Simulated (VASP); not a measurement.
**Geometry relaxation of KMgF3 (part 1 of 2)**

- system: KMgF3 (Pm-3m, 5 atoms in the cell)
- method: Kohn-Sham DFT of a periodic cell, r2SCAN, VASP PAW PBE potentials, recommended, no spin polarisation (VASP 6.6.1)

The structure derives from an entry of the Crystallography Open Database.

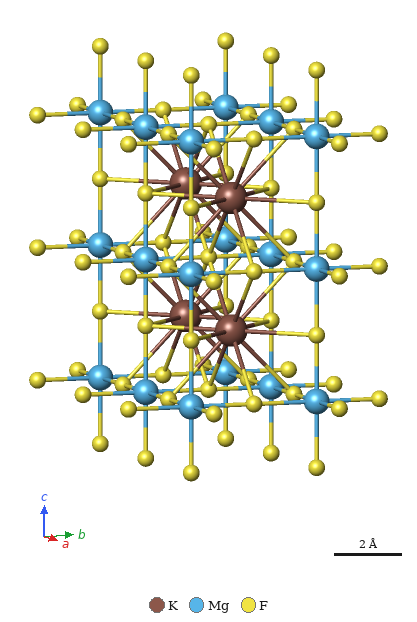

Fig. 1: The input geometry (ball-and-stick view of the cell of the calculation, repeated 2 × 1 × 2, seen slightly off an axis; bonded neighbours outside the cell are drawn too). An atom can appear more than once, as a periodic image.

**INCAR**
```
  PREC = Accurate
  ENCUT = 600
  EDIFF = 1E-6
  ISMEAR = 0
  SIGMA = 0.02
  LREAL = F
  LASPH = T
  NELM = 100
  ALGO = Normal
  ISIF = 3
  LWAVE = F
  LCHARG = F
  METAGGA = R2SCAN
  LMIXTAU = T
  IBRION = 2
  NSW = 40
  EDIFFG = -0.01
  KPAR = 2
```

**KPOINTS**
```
Automatic mesh
0
Gamma
  6 6 6
```

**POSCAR**
```
KMgF3
1.0
    3.9859000000      0.0000000000      0.0000000000
    0.0000000000      3.9859000000      0.0000000000
    0.0000000000      0.0000000000      3.9859000000
K Mg F
1 1 3
Direct
    0.5000000000      0.5000000000      0.5000000000
    0.0000000000      0.0000000000      0.0000000000
    0.0000000000      0.0000000000      0.5000000000
    0.0000000000      0.5000000000      0.0000000000
    0.5000000000      0.0000000000      0.0000000000
```

Launch command:
```bash
cat potpaw_PBE.64/K_sv/POTCAR potpaw_PBE.64/Mg/POTCAR potpaw_PBE.64/F/POTCAR > POTCAR
mpirun -np 2 vasp_std > vasp.out
```

**OSZICAR**
```
N       E                     dE             d eps       ncg     rms          rms(c)
DAV:   1     0.248800428802E+03    0.24880E+03   -0.19709E+04   824   0.176E+03
DAV:   2    -0.354250712005E+02   -0.28423E+03   -0.27444E+03  1092   0.431E+02
DAV:   3    -0.480547306560E+02   -0.12630E+02   -0.12592E+02  1044   0.878E+01
DAV:   4    -0.487028332153E+02   -0.64810E+00   -0.64650E+00  1388   0.120E+01
DAV:   5    -0.487058035246E+02   -0.29703E-02   -0.29702E-02   984   0.749E-01    0.822E+00
DAV:   6    -0.393368623117E+02    0.93689E+01   -0.48982E+00  1044   0.189E+01    0.275E+00
DAV:   7    -0.369820454236E+02    0.23548E+01   -0.13873E+00  1076   0.132E+01    0.199E+00
DAV:   8    -0.413911445314E+02   -0.44091E+01   -0.98739E-01  1024   0.104E+01    0.107E+00
DAV:   9    -0.365745429296E+02    0.48166E+01   -0.83405E-01   888   0.705E+00    0.110E+00
DAV:  10    -0.373790150017E+02   -0.80447E+00   -0.39620E-01   904   0.557E+00    0.205E-01
DAV:  11    -0.373681842171E+02    0.10831E-01   -0.52145E-03  1224   0.560E-01    0.204E-01
DAV:  12    -0.373230368586E+02    0.45147E-01   -0.25711E-03   876   0.520E-01    0.225E-01
DAV:  13    -0.374210053464E+02   -0.97968E-01   -0.32416E-02   828   0.178E+00    0.197E-01
DAV:  14    -0.374245518016E+02   -0.35465E-02   -0.35990E-03   880   0.626E-01    0.228E-01
DAV:  15    -0.374246841937E+02   -0.13239E-03   -0.10132E-04  1188   0.879E-02    0.242E-01
DAV:  16    -0.374244769825E+02    0.20721E-03   -0.25732E-05   912   0.523E-02    0.247E-01
DAV:  17    -0.374256981248E+02   -0.12211E-02   -0.29359E-04  1024   0.212E-01    0.231E-01
DAV:  18    -0.374262520507E+02   -0.55393E-03   -0.27748E-04   872   0.203E-01    0.161E-01
DAV:  19    -0.374261126747E+02    0.13938E-03   -0.56433E-05   972   0.730E-02    0.119E-01
DAV:  20    -0.374261181598E+02   -0.54851E-05   -0.60372E-05   896   0.691E-02    0.686E-02
DAV:  21    -0.374260928950E+02    0.25265E-04   -0.69550E-05  1012   0.637E-02    0.219E-02
DAV:  22    -0.374261140368E+02   -0.21142E-04   -0.19049E-05   920   0.400E-02    0.200E-03
DAV:  23    -0.374261146134E+02   -0.57659E-06   -0.16217E-06   808   0.109E-02
   1 F= -.37426115E+02 E0= -.37426115E+02  d E =-.374261E+02
       N       E                     dE             d eps       ncg     rms          rms(c)
DAV:   1    -0.374700040701E+02   -0.43890E-01   -0.87625E-01   828   0.925E+00    0.158E+00
DAV:   2    -0.374309138514E+02    0.39090E-01   -0.15504E-01   864   0.325E+00    0.335E-01
DAV:   3    -0.374279644855E+02    0.29494E-02   -0.55024E-03   992   0.747E-01    0.137E-01
DAV:   4    -0.374256253078E+02    0.23392E-02   -0.33660E-03  1060   0.712E-01    0.738E-02
DAV:   5    -0.374264191605E+02   -0.79385E-03   -0.23352E-03   824   0.669E-01    0.411E-02
DAV:   6    -0.374272133727E+02   -0.79421E-03   -0.14665E-03   816   0.526E-01    0.177E-02
DAV:   7    -0.374287504088E+02   -0.15370E-02   -0.22165E-04   840   0.211E-01    0.616E-03
DAV:   8    -0.374287612376E+02   -0.10829E-04   -0.51677E-05  1180   0.801E-02    0.640E-03
DAV:   9    -0.374288023484E+02   -0.41111E-04   -0.88335E-06   864   0.385E-02    0.220E-03
DAV:  10    -0.374288069116E+02   -0.45632E-05   -0.13975E-06   580   0.151E-02    0.496E-04
DAV:  11    -0.374288065260E+02    0.38560E-06   -0.20403E-07   548   0.417E-03
   2 F= -.37428807E+02 E0= -.37428807E+02  d E =-.269191E-02
```

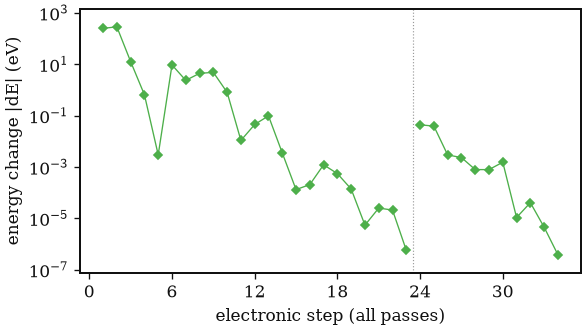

Fig. 2: Convergence of the self-consistent field: energy change |dE| against the electronic step. Each stretch between dotted lines is the SCF of one geometry step of a relaxation. The 2 ionic steps take 11 to 23 electronic steps each. The density is held fixed in the first few steps, and dE rises again when its update begins.

**Parts of OUTCAR**
```
PREC = Accurate
   ENCUT = 600
   EDIFF = 1E-6
   ISMEAR = 0
   LREAL = F
   LASPH = T
   NELM = 100
   ISIF = 3
   METAGGA = R2SCAN
   IBRION = 2
   NSW = 40
   EDIFFG = -0.01

 ion  position               nearest neighbor table
   1  0.500  0.500  0.500-   3 2.82   4 2.82   5 2.82   4 2.82   5 2.82   3 2.82   5 2.82   5 2.82
                             3 2.82   4 2.82   4 2.82   3 2.82   2 3.45   2 3.45   2 3.45   2 3.45
   2  0.000  0.000  0.000-   3 1.99   4 1.99   5 1.99   3 1.99   4 1.99   5 1.99   1 3.45   1 3.45
                             1 3.45   1 3.45   1 3.45   1 3.45   1 3.45   1 3.45
   3  0.000  0.000  0.500-   2 1.99   2 1.99   1 2.82   1 2.82   1 2.82   1 2.82
   4  0.000  0.500  0.000-   2 1.99   2 1.99   1 2.82   1 2.82   1 2.82   1 2.82
   5  0.500  0.000  0.000-   2 1.99   2 1.99   1 2.82   1 2.82   1 2.82   1 2.82

  LATTYP: Found a simple cubic cell.
 ALAT       =     3.9859000000

  Lattice vectors:

 A1 = (   3.9859000000,   0.0000000000,   0.0000000000)
 A2 = (   0.0000000000,   3.9859000000,   0.0000000000)
 A3 = (   0.0000000000,   0.0000000000,   3.9859000000)

Analysis of symmetry for initial positions (statically):
=====================================================================
 Subroutine PRICEL returns:
 Original cell was already a primitive cell.

 Routine SETGRP: Setting up the symmetry group for a
 simple cubic supercell.

 Subroutine GETGRP returns: Found 48 space group operations
 (whereof 48 operations were pure point group operations)
 out of a pool of 48 trial point group operations.

The static configuration has the point symmetry O_h .

Analysis of symmetry for dynamics (positions and initial velocities):
=====================================================================
 Subroutine PRICEL returns:
 Original cell was already a primitive cell.

 Routine SETGRP: Setting up the symmetry group for a
 simple cubic supercell.

 Subroutine GETGRP returns: Found 48 space group operations
 (whereof 48 operations were pure point group operations)
 out of a pool of 48 trial point group operations.

The dynamic configuration has the point symmetry O_h .

 Subroutine INISYM returns: Found 48 space group operations
 (whereof 48 operations are pure point group operations),
 and found     1 'primitive' translations

----------------------------------------------------------------------------------------

                                     Primitive cell

  volume of cell :      63.3256

  direct lattice vectors                    reciprocal lattice vectors
     3.985900000  0.000000000  0.000000000     0.250884367  0.000000000  0.000000000
     0.000000000  3.985900000  0.000000000     0.000000000  0.250884367  0.000000000
     0.000000000  0.000000000  3.985900000     0.000000000  0.000000000  0.250884367

  length of vectors
     3.985900000  3.985900000  3.985900000     0.250884367  0.250884367  0.250884367

  position of ions in fractional coordinates (direct lattice)
     0.500000000  0.500000000  0.500000000
     0.000000000  0.000000000  0.000000000
     0.000000000  0.000000000  0.500000000
     0.000000000  0.500000000  0.000000000
     0.500000000  0.000000000  0.000000000

  ion indices of the primitive-cell ions
   primitive index   ion index
                 1           1
                 2           2
                 3           3
                 4           4
                 5           5

----------------------------------------------------------------------------------------

 KPOINTS: Automatic mesh

Automatic generation of k-mesh.
 Grid dimensions read from file:
 generate k-points for:    6    6    6

 Generating k-lattice:

  Cartesian coordinates                     Fractional coordinates (reciprocal lattice)
     0.041814061  0.000000000  0.000000000     0.166666667  0.000000000  0.000000000
     0.000000000  0.041814061  0.000000000     0.000000000  0.166666667  0.000000000
     0.000000000  0.000000000  0.041814061     0.000000000  0.000000000  0.166666667

  Length of vectors
     0.041814061  0.041814061  0.041814061

  Shift w.r.t. Gamma in fractional coordinates (k-lattice)
     0.000000000  0.000000000  0.000000000

 Subroutine IBZKPT returns following result:
 ===========================================

 Found     20 irreducible k-points:

 Following reciprocal coordinates:
            Coordinates               Weight
  0.000000  0.000000  0.000000      1.000000
  0.166667  0.000000  0.000000      6.000000
  0.333333  0.000000  0.000000      6.000000
  0.500000  0.000000  0.000000      3.000000
  0.166667  0.166667  0.000000     12.000000
  0.333333  0.166667  0.000000     24.000000
  0.500000  0.166667  0.000000     12.000000
  0.333333  0.333333  0.000000     12.000000
  0.500000  0.333333  0.000000     12.000000
  0.500000  0.500000  0.000000      3.000000
  0.166667  0.166667  0.166667      8.000000
  0.333333  0.166667  0.166667     24.000000
  0.500000  0.166667  0.166667     12.000000
  0.333333  0.333333  0.166667     24.000000
  0.500000  0.333333  0.166667     24.000000
  0.500000  0.500000  0.166667      6.000000
  0.333333  0.333333  0.333333      8.000000
  0.500000  0.333333  0.333333     12.000000
  0.500000  0.500000  0.333333      6.000000
  0.500000  0.500000  0.500000      1.000000
   k-points           NKPTS =     20   k-points in BZ     NKDIM =     20   number of bands    NBANDS=     20
   number of dos      NEDOS =    301   number of ions     NIONS =      5
   total plane-waves  NPLWV =  32768
   dimension x,y,z NGX =    32 NGY =   32 NGZ =   32
   dimension x,y,z NGXF=    64 NGYF=   64 NGZF=   64
   ions per type =               1   1   3
   NGX,Y,Z   is equivalent  to a cutoff of  13.35, 13.35, 13.35 a.u.
   NGXF,Y,Z  is equivalent  to a cutoff of  26.69, 26.69, 26.69 a.u.
 SYSTEM =  unknown system
   PREC   = accura    normal or accurate (medium, high low for compatibility)
   ISTART =      0    job   : 0-new  1-cont  2-samecut
   ICHARG =      2    charge: 1-file 2-atom 10-const
   ISPIN  =      1    spin polarized calculation?
   LNONCOLLINEAR =      F non collinear calculations
   LSORBIT =      F    spin-orbit coupling
   LASPH  =      T    aspherical Exc in radial PAW
   ENCUT  =  600.0 eV  44.10 Ry    6.64 a.u.   7.96  7.96  7.96*2*pi/ulx,y,z
   NELM   =    100;   NELMIN=  2; NELMDL= -5     # of ELM steps
   EDIFF  = 0.1E-05   stopping-criterion for ELM
   LREAL  =      F    real-space projection
   EDIFFG = -.1E-01   stopping-criterion for IOM
   NSW    =     40    number of steps for IOM
   IBRION =      2    ionic relax: 0-MD 1-quasi-New 2-CG
   NFREE  =      1    steps in history (QN), initial steepest desc. (CG)
   ISIF   =      3    stress and relaxation
   ISYM   =      2    0-nonsym 1-usesym 2-fastsym
   POTIM  = 0.5000    time-step for ionic-motion
   TEBEG  =    0.0;   TEEND  =   0.0 temperature during run
   PSTRESS=    0.0 pullay stress
   NELECT =      32.0000    total number of electrons
   NUPDOWN=      -1.0000    fix difference up-down
   EMIN   =  10.00;   EMAX   =-10.00  energy-range for DOS
   EFERMI =   0.00;   METHOD = LEGACY
   ISMEAR =     0;   SIGMA  =   0.02  broadening in eV -4-tet -1-fermi 0-gaus
   EFERMI_NEDOS =   21; number of points for ismear=-14 and -15
   IALGO  =     38    algorithm
   IMIX   =      4    mixing-type and parameters
     AMIX     =   0.40;   BMIX     =  1.00
     AMIX_MAG =   1.60;   BMIX_MAG =  1.00
  volume/ion in A,a.u.               =      12.67        85.47
  Fermi-wavevector in a.u.,A,eV,Ry     =   1.303962  2.464132 23.134232  1.700318
  Thomas-Fermi vector in A             =   2.434930
   LORBIT       =      0    0 simple, 1 ext, 2 COOP (PROOUT), +10 PAW based schemes
   METAGGA = R2SCAN    functional components
   LHFCALC =     F    Hartree Fock is set to
   AEXX    =    0.0000 exact exchange contribution
   IVDW    =     0    specifies the selected vdW correction
   LEPSILON=     F    determine dielectric tensor
   LRPA    =     F    only Hartree local field effects (RPA)
 conjugate gradient relaxation of ions
 non-spin polarized calculation
 Gauss-broadening in eV      SIGMA  =   0.02
  energy-cutoff  :      600.00
  volume of cell :       63.33
 maximum number of plane-waves:      2176
 NGX is ok and might be reduce to    32
   NGX = 15   NGY = 15   NGZ = 15

--------------------------------------- Ionic step        1  -------------------------------------------

 number of electron      32.0000010 magnetization
```
